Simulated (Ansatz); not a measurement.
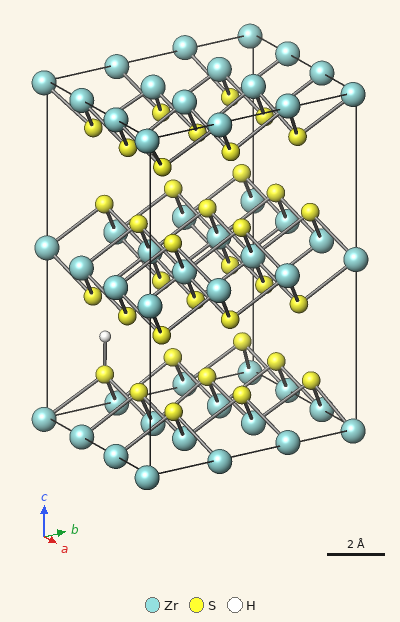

**Figure 1.** The structure as given in the input (ball-and-stick view of the cell of the calculation, seen slightly off an axis). An atom can appear more than once, as a periodic image.

# Run report: Zr₁₈HS₃₆ (charge +1), single-point calculation (part 1 of 3)

The run: single-point calculation of Zr₁₈HS₃₆ (defect cell, 55 atoms in the cell, total charge +1). Method and program: DFT PBE, scalar-relativistic, plane waves, PAW, spin-polarised (Ansatz 0.2.0).

The structure derives from a Materials Project entry.

### Log
```
Engine: ansatz 0.2.0, aarch64-unknown-linux-gnu
Pseudopotentials: kind: paw
Pseudopotential: Zr, paw, valence charge 12, recommended cutoff 420 eV (normal), Zr.paw.azcp
Pseudopotential: S, paw, valence charge 6, recommended cutoff 420 eV (normal), S.paw.azcp
Pseudopotential: H, paw, valence charge 1, recommended cutoff 420 eV (normal), H.paw.azcp
Functional definition: PBE
  parameter kappa = 0.804
  parameter beta = 0.06672455060314922
  exchange = pbe_x(kappa = kappa, mu = beta*pi^2/3)
  correlation = pbe_c(beta = beta)
Crystal: 55 atoms, lattice volume = 1283.204 Å³
Basis set: ecut = 420 eV, 25067 PW (Γ), exchange–correlation on 150×150×162 points (8 copies of the dense FFT grid, shifted against one another)
Bands: 272, of which v1, the nominal top of the filled ones, is band 216 counted from 1 (215 counted from 0)
Symmetry: 1 space group operations
Space group: P1 (ITA 1), of the structure as read, at distance tolerance 1.1e-4 Å
Magnetic group: BNS 1.1 (UNI 1), of the structure as read, at distance tolerance 1.1e-4 Å
k-points: 5 of 9 (time reversal used)
Non-local potential: Zr, projectors of the file, l = 0: 3, l = 1: 2, l = 2: 2, l = 3: 2
Non-local potential: S, projectors of the file, l = 0: 2, l = 1: 2, l = 2: 2
Non-local potential: H, projectors of the file, l = 0: 2, l = 1: 1
PAW form: soft (Blöchl's): semilocal exchange-correlation on the pseudo side does not see the compensation charge
PAW one-centre angular grid: Zr, 590 points (default); XC on 64 Gauss nodes
PAW one-centre angular grid: S, 110 points (default); XC on 64 Gauss nodes
PAW one-centre angular grid: H, 110 points (default); XC on 64 Gauss nodes
Starting moments: Σ|m| = 0.8 μB on 4 of 55 sites
Initial wavefunctions: pseudopotential atomic-orbital guess
Functional: x = pbe(κ = 0.804, μ = 0.2195149727645171), c = pbe(β = 0.06672455060314922)
SCF iter   1: F=—  HF=-107911.048846 eV  |F-HF|=—  |Δ(HF+E_count)|=         —  Δρ=2.44e-2 (↑2.44e-2 ↓2.42e-2)  dr2=1.06e2  dr2_m=3.49e-2  M=0.000 μB ∫|m|=0.154 μB  β_m=0.30  ethr=3.10e-3  ⟨swp⟩=5.9  Hψ=10764  notcnv=0  defer=11
Mixer restart at iter 1: flushing history
preconditioner: auto → Resta (q_TF=auto, 2.276 Å⁻¹)  ε∞=7.8  [insulator: Δε(μ)=0.640 eV  Ē_g=6.723 eV  σ=0.050 eV  W_gap=1.00  n_scr=242 (ndim 8)  ℏωp=17.6 eV  f_vac=0.004  D(μ)=0.00/eV (n_scr^D=0)  ε∞_Penn≈7.8]
spin=Collinear: Resta preconditioning applied to the charge; magnetization (m = ρ↑ − ρ↓) channel mixes plain (no charge-response kernel on spin).
SCF iter   2: F=—  HF=-107897.115995 eV  |F-HF|=—  |Δ(HF+E_count)|=    1.39e1  Δρ=1.51e-2 (↑1.51e-2 ↓1.50e-2)  dr2=3.75e1  dr2_m=1.92e-2  M=0.000 μB ∫|m|=0.107 μB  β_m=0.50  ethr=3.10e-3  ⟨swp⟩=3.0  Hψ=4354  notcnv=0  defer=468
SCF iter   3: F=—  HF=-107890.113884 eV  |F-HF|=—  |Δ(HF+E_count)|=    7.00e0  Δρ=5.17e-3 (↑5.03e-3 ↓5.17e-3)  dr2=3.26e0  dr2_m=2.13e-3  M=0.000 μB ∫|m|=0.091 μB  β_m=0.60  ethr=3.10e-3  ⟨swp⟩=2.6  Hψ=3893  notcnv=0  defer=468
SCF iter   4: F=—  HF=-107890.046841 eV  |F-HF|=—  |Δ(HF+E_count)|=   6.70e-2  Δρ=2.01e-3 (↑2.01e-3 ↓1.98e-3)  dr2=3.13e-1  dr2_m=5.67e-5  M=0.000 μB ∫|m|=0.022 μB  β_m=0.80  ethr=7.55e-4  ⟨swp⟩=2.0  Hψ=4265  notcnv=0  defer=500
SCF iter   5: F=—  HF=-107890.107643 eV  |F-HF|=—  |Δ(HF+E_count)|=   6.08e-2  Δρ=5.02e-4 (↑4.99e-4 ↓5.02e-4)  dr2=2.63e-2  dr2_m=4.05e-6  M=0.000 μB ∫|m|=0.003 μB  β_m=0.90  ethr=7.24e-5  ⟨swp⟩=2.0  Hψ=4214  notcnv=0  defer=500
SCF iter   6: F=—  HF=-107890.134828 eV  |F-HF|=—  |Δ(HF+E_count)|=   2.72e-2  Δρ=2.32e-4 (↑2.31e-4 ↓2.32e-4)  dr2=7.83e-3  dr2_m=3.58e-7  M=0.000 μB ∫|m|=0.001 μB  β_m=0.91  ethr=6.09e-6  ⟨swp⟩=2.0  Hψ=3948  notcnv=0  defer=500
SCF iter   7: F=—  HF=-107890.137582 eV  |F-HF|=—  |Δ(HF+E_count)|=   2.75e-3  Δρ=7.97e-5 (↑7.97e-5 ↓7.89e-5)  dr2=7.17e-4  dr2_m=1.66e-7  M=0.000 μB ∫|m|=0.001 μB  β_m=0.96  ethr=1.81e-6  ⟨swp⟩=2.0  Hψ=3800  notcnv=0  defer=500
SCF iter   8: F=—  HF=-107890.138216 eV  |F-HF|=—  |Δ(HF+E_count)|=   6.35e-4  Δρ=2.83e-5 (↑2.80e-5 ↓2.83e-5)  dr2=1.28e-4  dr2_m=8.51e-9  M=0.000 μB ∫|m|=0.000 μB  β_m=0.98  ethr=1.66e-7  ⟨swp⟩=2.0  Hψ=4160  notcnv=0  defer=500
SCF iter   9: F=—  HF=-107890.138263 eV  |F-HF|=—  |Δ(HF+E_count)|=   4.68e-5  Δρ=1.22e-5 (↑1.22e-5 ↓1.22e-5)  dr2=3.21e-5  dr2_m=5.64e-9  M=0.000 μB ∫|m|=0.000 μB  β_m=0.99  ethr=2.96e-8  ⟨swp⟩=2.0  Hψ=4160  notcnv=0  defer=500
SCF iter  10: F=—  HF=-107890.138255 eV  |F-HF|=—  |Δ(HF+E_count)|=   8.26e-6  Δρ=5.55e-6 (↑5.55e-6 ↓5.55e-6)  dr2=6.35e-6  dr2_m=1.39e-10  M=0.000 μB ∫|m|=0.000 μB  β_m=0.99  ethr=7.44e-9  ⟨swp⟩=2.0  Hψ=3800  notcnv=0  defer=500
SCF iter  11: F=—  HF=-107890.138255 eV  |F-HF|=—  |Δ(HF+E_count)|=   4.20e-8  Δρ=2.61e-6 (↑2.61e-6 ↓2.60e-6)  dr2=1.30e-6  dr2_m=3.34e-11  M=0.000 μB ∫|m|=0.000 μB  β_m=0.97  ethr=1.47e-9  ⟨swp⟩=2.0  Hψ=4160  notcnv=0  defer=500
SCF iter  12: F=—  HF=-107890.138255 eV  |F-HF|=—  |Δ(HF+E_count)|=   9.81e-8  Δρ=1.05e-6 (↑1.05e-6 ↓1.04e-6)  dr2=1.60e-7  dr2_m=1.16e-11  M=0.000 μB ∫|m|=0.000 μB  β_m=0.99  ethr=3.01e-10  ⟨swp⟩=2.0  Hψ=3790  notcnv=0  defer=500
SCF iter  13: F=-107890.138255 eV  HF=-107890.138255 eV  |F-HF|=6.80e-9  |Δ(HF+E_count)|=   4.86e-8  Δρ=4.59e-7 (↑4.59e-7 ↓4.59e-7)  dr2=3.52e-8  dr2_m=1.55e-12  M=0.000 μB ∫|m|=0.000 μB  ethr=2.31e-11  ⟨swp⟩=11.2  Hψ=15456  notcnv=0
SCF 1 converged in 13 iterations: F = -107890.138255 eV  dr2 = 3.52e-8
  greatest PAW one-centre occupation: 0.995 electrons in one spin orbital (limit 2), on the Zr atom at site 0 (counted from 0), in its partial waves of l = 0
```

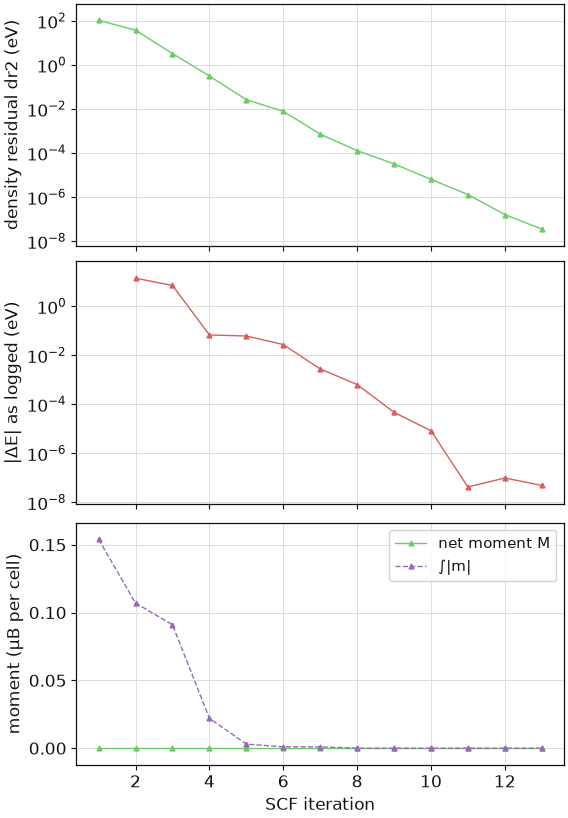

**Figure 2.** Convergence of the self-consistent field: density residual dr2, size of the energy change and magnetic moment against the SCF iteration. The residual falls at every step. The net moment stays at 0.0 μB per cell, and ∫|m| falls to zero.

```
WARN: the starting moments were not kept: the SCF closed with an absolute magnetisation of 3.6e-6 μB, where they sum to 0.8 μB in size (4 sites). That is at most 0.1 of that sum. Measured as dr2_m measures the in/out step, that magnetisation stands 3.1e-13 eV from none, at or under the dr2_threshold of 1.0e-7 eV: it is no larger than a step whose dr2_m would equal this threshold. The system may hold no moment; this SCF shows only that its start led to no more than that. To try another start: raise the starting moments (crystal.atoms[].spin, magnetization.per_species, magnetization.initial_magnetization, or on a non-collinear deck that types none of these the spinor_matrix: blocks that start its atoms; where the total moment is fixed, keep their sum and leave initial_magnetization as it is; typed ones take the place of any that the run laid by itself, positive ones on a crystal's lanthanoids without a Hubbard term where scf.initial_density.shell_occupations: [] is typed) or, if the notice of its spin-set hold's release reads "site moments contracting" or "site moments show no strong build", lengthen the hold (scf.mixing.spin_hold: { on: { confirm: 4 } }; for m-r²SCAN on two components see the key's manual first). Each may lead to a state that holds a moment. A second SCF, from the converged charge density, with the starting moments and any scf.initial_density.shell_occupations laid on it anew, would have followed, and was not run: the deck does not ask for one (magnetization.retry_lost_moments is false, the default). To let it run, set magnetization.retry_lost_moments: true and run the deck again, where that key's refused combinations let it; where memory then withholds it, that run's warning says so.
SCF converged after 13 iterations
Magnetization: 0.0000 μB (216.0000 up, 216.0000 down)
Absolute magnetization: 0.0000 μB (∫|ρ↑−ρ↓|, with the PAW one-centre terms)
Spin contamination: 0.0000 ħ² per cell (⟨S²⟩ above its minimum at these occupations)
Per-site moments (μB) at R_I (Å): [(5.157975885450891e-9, 1.0252406728102779), (-3.332933922787611e-8, 1.0582658934133002), (3.1778428477583e-9, 1.0250635888127837), (-5.3408721973215034e-8, 1.0575462388762784), (-1.0547427110660332e-8, 1.0529094730782749), (-1.6155592274052512e-8, 1.0605364980832122), (-1.2444689825426708e-8, 1.0584728040352573), (-1.1427568748065023e-8, 1.059755267185925), (7.248614040009557e-9, 1.0253290027677606), (-2.9977773343353444e-8, 1.0582149626679291), (-8.167484107407268e-9, 1.0583197273644296), (-2.8124803014765917e-8, 1.0604016122011586), (-1.000246624544117e-8, 1.0584521213694746), (-2.823386848863223e-8, 1.0612199867487757), (-1.3180631340583356e-8, 1.0529418446029697), (-1.051762829658605e-8, 1.0605099025026674), (-1.1999958154096738e-8, 1.052910530789217), (-1.2459255521784858e-8, 1.0611055260110753), (2.8723584232934775e-8, 1.0634837285166565), (-1.6621111949395277e-8, 1.0593853866592262), (6.00479659959912e-8, 1.0630720204806134), (-2.256324230930611e-8, 1.0592419914015092), (2.176343066841974e-8, 1.060843797665609), (1.2484524832749713e-8, 1.0583197273644296), (1.860762637369552e-8, 1.0609936060806289), (1.475657096557616e-8, 1.0584521213694746), (1.7677093239041697e-8, 1.0605099025026674), (1.4648969926374372e-8, 1.0253290027677606), (2.738826071075251e-8, 1.060614821505548), (1.1889834386468542e-8, 1.0583375392204029), (5.710041281092778e-8, 1.0620429999975638), (-1.6776820514168525e-8, 1.0593318907189528), (2.5453435950363876e-8, 1.0608353484522952), (1.3368691274490363e-8, 1.0250635888127837), (2.1122674387702404e-8, 1.0605364980832122), (7.209082380801558e-9, 1.0252406728102779), (-6.319119009561033e-8, 0.5609110181940825), (4.6901513608854845e-8, 1.0610074254636213), (1.2878573382016614e-8, 1.0529094730782749), (3.897915163361732e-8, 1.0575462388762784), (9.218765869967988e-9, 1.0530046482904583), (2.321569982862292e-8, 1.0582658934133002), (1.1672829753862099e-8, 1.0529763867460462), (2.5931272589708335e-8, 1.0582149626679291), (6.1755672803494e-9, 1.052910530789217), (2.9558402926763975e-8, 1.058613707580192), (1.6424794310683754e-8, 1.0614293756558089), (2.6835587220275213e-8, 1.059755267185925), (9.406313812718502e-9, 1.0529418446029697), (3.846426668741124e-8, 1.057997526954003), (1.4333400850896584e-8, 1.0610685844736212), (1.8880024925574394e-8, 1.0613699804464718), (9.036742054525035e-9, 1.0529626698783132), (3.3625591468191325e-8, 1.0588541275575356), (1.8863937088315858e-7, 0.5609110181940825)]
Free energy (F): -107890.138255 eV
Harris-Foulkes:  -107890.138255 eV  (|F-HF|=6.80e-9)
Internal energy: -107890.138255 eV  (E = F + TS)
E sigma→0 (E₀):  -107890.138255 eV
Fermi energy:    6.936147 eV
--- Per-component energies (eV) ---
  E_band       = -3219.723115
  E_kinetic    = 9823.697716
  E_local      = -24761.046076  (includes V_loc(G=0)·N_el)
  E_nonlocal   = 2421.522789
  E_hartree    = 8748.709817
  E_xc         = -6417.339551
  E_vxc        = -6596.674672  (∫ρ·V_xc dr)
  E_paw        = -74767.905016  (= ΣΔE_a)
  E_vpaw       = -1604.639149  (= ΣTr[D̂ρ^β])
  E_aug_tail   = -0.000633  (compensation charges beyond the density's cutoff)
  E_ewald      = -22937.777301
  E_smearing   = -0.000000  (= −TS)
  E_closure    = -0.000000  (closes the sum)
  E_deformation_potential = 13.753115  (in the stress; not in F)
  Σ components = -107890.138255   (vs F -107890.138255, Δ=0.00e0)
--- Forces (eV/Å), atoms counted from 1 ---
  atom   1  Zr     0.00239751    -0.01297160    -0.10775547
  atom   2  Zr    -0.00350479     0.00138985     0.00896483
  atom   3  Zr    -0.00660639     0.00495321    -0.10184514
  atom   4  Zr     0.00156166    -0.00465276     0.00480926
  atom   5  Zr     0.02355358     0.01297554     0.01718974
  atom   6  Zr     0.01681708     0.00381022    -0.00850910
  atom   7  Zr     0.03920105    -0.02100801    -0.00540510
  atom   8  Zr     0.00618786    -0.00377178    -0.00502762
  atom   9  Zr     0.01039287     0.00435253    -0.10563722
  atom  10  Zr    -0.00129233     0.00140575     0.00947517
  atom  11  Zr    -0.00178471     0.03746679    -0.00675886
  atom  12  Zr     0.00007302     0.01123119    -0.00094305
  atom  13  Zr    -0.03739999    -0.01776779    -0.00652127
  atom  14  Zr    -0.01543983    -0.01007332    -0.00218028
  atom  15  Zr    -0.00022489    -0.02912050     0.01861599
  atom  16  Zr     0.00409971    -0.01593082    -0.00806024
  atom  17  Zr    -0.02037360     0.01068792     0.01818152
  atom  18  Zr    -0.01654015     0.00884799    -0.01153418
  atom  19  S     -0.00330874     0.00286380     0.00128755
  atom  20  S     -0.05746557     0.03351851     0.07832874
  atom  21  S     -0.00013870    -0.00199109     0.00201763
  atom  22  S     -0.00352098    -0.06722121     0.07649564
  atom  23  S     -0.00457720    -0.00033938     0.02196375
  atom  24  S     -0.00609348    -0.00560699     0.07946492
  atom  25  S     -0.00030585     0.00498044     0.02232216
  atom  26  S      0.00109665     0.00609698     0.07878933
  atom  27  S      0.00244428     0.00272863     0.01221925
  atom  28  S     -0.01546361    -0.00882167     0.10272115
  atom  29  S      0.00382576     0.00013304     0.02102570
  atom  30  S      0.00716367    -0.00481263     0.08031242
  atom  31  S      0.00518078     0.00503202     0.00285414
  atom  32  S      0.05677803     0.03705022     0.07867923
  atom  33  S     -0.00434377     0.00356888     0.01065319
  atom  34  S      0.01305209    -0.00793430     0.10643584
  atom  35  S     -0.00086491    -0.00277762     0.01296834
  atom  36  S     -0.00020069     0.02013041     0.10235860
  atom  37  S     -0.00224748    -0.00306966     0.02148301
  atom  38  S      0.00050466    -0.00026706    -0.01166650
  atom  39  S     -0.01209105    -0.00477673    -0.06905185
  atom  40  S     -0.00711382     0.00019685    -0.01285557
  atom  41  S     -0.00758121    -0.00538936    -0.06828167
  atom  42  S     -0.00471685    -0.00222832    -0.01174851
  atom  43  S      0.00383474     0.00868989    -0.07020579
  atom  44  S      0.00090270     0.00524485    -0.01228709
  atom  45  S      0.01260224    -0.00345634    -0.06808694
  atom  46  S      0.00673389    -0.00557773    -0.01134091
  atom  47  S      0.00283312    -0.00192212    -0.05118791
  atom  48  S      0.00095994     0.00235585    -0.01646494
  atom  49  S     -0.00160527     0.00990937    -0.06931053
  atom  50  S     -0.00246749     0.00780678    -0.01300299
  atom  51  S     -0.00090220     0.00020090    -0.09490909
  atom  52  S     -0.00128570     0.00107526    -0.00438013
  atom  53  S      0.00887660    -0.00522505    -0.06646542
  atom  54  S      0.00993068    -0.00161537    -0.01091958
  atom  55  H     -0.00154257    -0.00037397     0.04272701
  max |Σ_I F_I| component: 1.13e-6 eV/Å
--- Band table (eV; the first three rows and the last of 10) ---
  k-point 0 ↑: bands = ["-42.6898", "-42.6849", "-42.6835", "-42.6652", "-42.6597", "-42.6594", "-42.6580", "-42.6531", "-42.6525", "-42.3731", ... 62 levels left out ..., "-6.8076", "-6.0691", "-5.8151", "-5.4316", "-5.4315", "-5.4308", "-5.4116", "-5.4112", "-5.2750", "-5.1489", "-5.1486", "-5.1388", "-5.1365", "-5.1360", "-5.1048", "-5.0633", "-5.0446", "-5.0446", "-5.0305", "-5.0058", "-5.0057", "-4.9987", "-4.9920", "-4.9918", "-4.9795", "-4.7431", "-4.7359", "-4.7352", "-4.7263",
      "-4.7261", "-4.7222", "-4.7085", "-4.7075", "-4.7073", "-4.7070", "-4.6472", "0.4020", "2.3166", "2.5062", "2.5077", "2.6026", "2.6028", "2.6054", "2.6879", "2.9038", "2.9045", "2.9082", "2.9339", "2.9385", "2.9388", "2.9686", "2.9696", "3.0291", "3.0299", "3.0333", "3.0343", "3.1514", "3.1516", "3.1783", "3.2172", "3.2174", "3.2331", "3.2855", "3.3145", "3.3148", "3.3170", "3.3486", "3.5048", "3.5051",
      "3.5581", "3.5586", "3.5689", "3.5694", "3.5749", "3.6083", "3.6089", "3.6712", "3.7254", "3.7261", "3.7361", "3.7369", "3.7474", "3.7653", "3.8267", "3.8279", "3.8937", "3.8965", "3.8965", "3.9345", "3.9356", "4.0264", "4.1721", "4.1770", "4.1772", "4.1865", "4.1868", "4.1979", "4.3936", "4.3946", "4.4124", "4.4571", "4.4656", "4.4668", "4.4775", "4.4812", "4.4816", "4.5597", "4.5601", "4.6908",
      "4.7758", "4.7768", "4.7859", "4.7918", "5.0774", "5.0776", "5.0817", "5.1206", "5.1216", "5.1457", "5.2659", "5.2667", "5.2806", "5.3883", "5.3891", "5.4688", "5.4759", "5.4762", "5.5366", "5.5370", "5.5501", "5.5560", "5.5613", "5.5618", "5.7499", "5.7641", "5.7646", "5.7684", "5.7727", "5.7736", "6.1055", "6.1060", "6.3759", "6.4913", "6.4914", "7.4285", "7.5500", "7.5503", "7.5978", "7.5985",
      "7.6520", "7.8965", "7.8967", "7.8988", "7.8998", "7.9000", "7.9049", "7.9112", "7.9116", "8.2066", "8.2068", "8.5402", "8.5403", "8.7681", "8.8889", "8.8890", "9.0656", "9.1794", "9.1814", "9.1955", "9.2491", "9.3134", "9.3318", "9.3338", "9.3795", "9.4230", "9.4236", "9.4542", "9.5459", "9.5468", "9.6253", "9.6256", "9.6313", "9.6433", "9.6460", "9.6464", "9.6895", "9.6900", "9.7070", "9.7085",
      "9.7634", "9.8268", "9.8284", "9.9102", "9.9315", "9.9317", "9.9520", "9.9528", "9.9687", "10.8514", "11.1635"]
```
